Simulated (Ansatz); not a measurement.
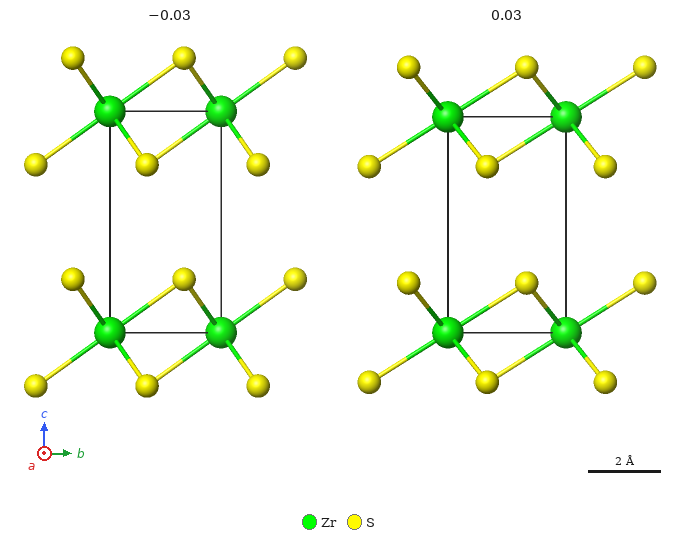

Solid ZrS2 (set up in P-3m1), under biaxial strain in the a–b plane (c and atoms relaxed), with energies (extrapolated to zero smearing) counted from the relaxed crystal, which is the row at zero. The picture shows the first and the last member. The picture is a ball-and-stick view of the cell of the calculation, seen along the a axis.

Computed with Ansatz 0.2.0: DFT r2SCAN, scalar-relativistic, plane waves, PAW. (plane-wave cutoff 500 eV; k-point mesh 12 × 12 × 6; occupations gaussian; smearing width 0.02 eV; no spin polarisation; force threshold 0.008 eV/Å)

| strain | energy (meV/atom) | a (Å) | c (Å) | band gap (eV) |
| --- | --- | --- | --- | --- |
| −0.03 | 22.80 | 3.580 | 6.169 | 1.04 |
| −0.02 | ? | ? | ? | ? |
| −0.01 | 2.43 | 3.654 | 6.127 | 1.33 |
| 0.0 | 0.00 | 3.691 | 6.096 | 1.37 |
| 0.01 | 2.33 | 3.728 | 6.073 | 1.41 |
| 0.02 | 9.12 | 3.765 | 6.045 | 1.45 |
| 0.03 | 20.12 | 3.802 | 6.016 | 1.49 |

Q: Fill in the missing row.

A: A parabola through three neighbouring rows (−0.03, −0.01, 0.0) gives, with Lagrange weights, (0.3333)(22.80) + (1.0000)(2.43) + (−0.3333)(0.00) = 10.03 meV/atom. The calculation gives 9.92 meV/atom (a = 3.617 Å, c = 6.147 Å). The estimate is 0.11 meV/atom too high. For the gap a parabola through the rows −0.03, −0.01, 0.0 gives 1.22 eV, and the calculation 1.19 eV (semilocal gaps, lower than measured ones as a rule). From the first member to the last: S–Zr 2.546 → 2.595 Å.

The whole series:

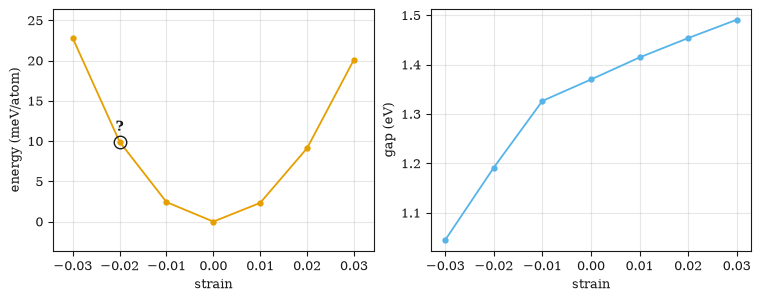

Each member starts from this one structure; whether another phase lies lower wasn't checked.

Limits of the set-up: layers or molecules are held without a dispersion correction, so their spacing is unreliable.
